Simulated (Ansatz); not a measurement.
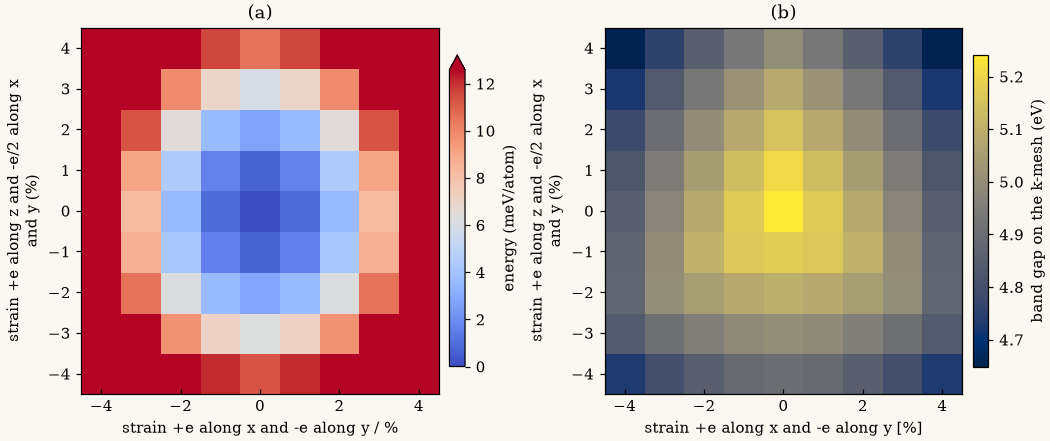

SrCl₂ (Fm-3m, No. 225; 3 atoms in the cell). 
- The energy is mapped over two homogeneous strains (x, y and z along the cube axes).
- The first coordinate is: strain +e along x and -e along y; the second: strain +e along z and -e/2 along x and y.
- Nothing is relaxed (symmetry fixes all fractional coordinates).
- The scan uses a 9 × 9 grid; 39 points were computed and 42 follow by symmetry.
- Points are written as (first, second).
- Energies are in meV/atom, from the lowest grid point.
- The calculation used DFT PBE, scalar-relativistic, plane waves, PAW (Ansatz 0.2.0). Settings: cutoff 420 eV, k-mesh 6×6×6, gaussian smearing 0.05 eV, no spin polarisation.

Panel (a) is the energy; panel (b) is the computed band gap on the k-mesh, in eV.

In the figure: one coloured cell a grid point, one colour for all values above the top of the scale.

**How does the band gap on the k-mesh vary over the map, and what is it at the lowest grid point?**

It runs from 4.65 eV at (−4 %, 4 %) to 5.24 eV at (0 %, 0 %). At the lowest grid point, (0 %, 0 %), it is 5.24 eV.
